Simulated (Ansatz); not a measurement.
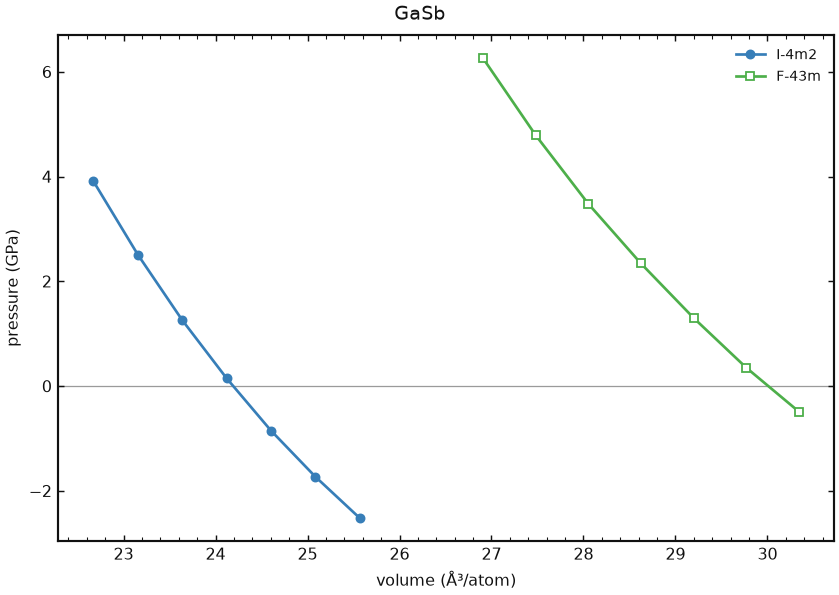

The picture above shows the pressure against volume, with one curve for each structure, for GaSb.

How it was computed, with Ansatz 0.2.0: plane-wave DFT, no spin polarisation; energies at scaled volumes of the given cell, shape and fractions fixed, counted from the fit's minimum, third-order Birch-Murnaghan fit. Level: PBE.

| setting | value |
| --- | --- |
| occupations | Fermi–Dirac |
| smearing width | 0.05 eV |
| wave cutoff | 420 eV |
| density cutoff | 1680 eV |

Settings that differ: I-4m2: k mesh 10×10×10, potentials Ansatz PAW; F-43m: k mesh 8×8×8, potentials Ansatz-PAW-small-core.

Question: Order the curves by fitted equilibrium volume, smallest first.

Answer: I-4m2 24.189, F-43m 30.006 Å³/atom.

Question: Order the curves by fitted bulk modulus, smallest first.

Answer: F-43m 44.3, I-4m2 51.9 GPa.

Question: For I-4m2: read off the course of the pressure.

Answer: It falls from 3.91 GPa at volume 22.67 Å³/atom to −2.52 GPa at 25.57 Å³/atom, and changes sign near 24.19 Å³/atom.

Keep in mind: shape and atomic fractions are frozen while scaling, which makes layered, chain and framework solids too stiff.
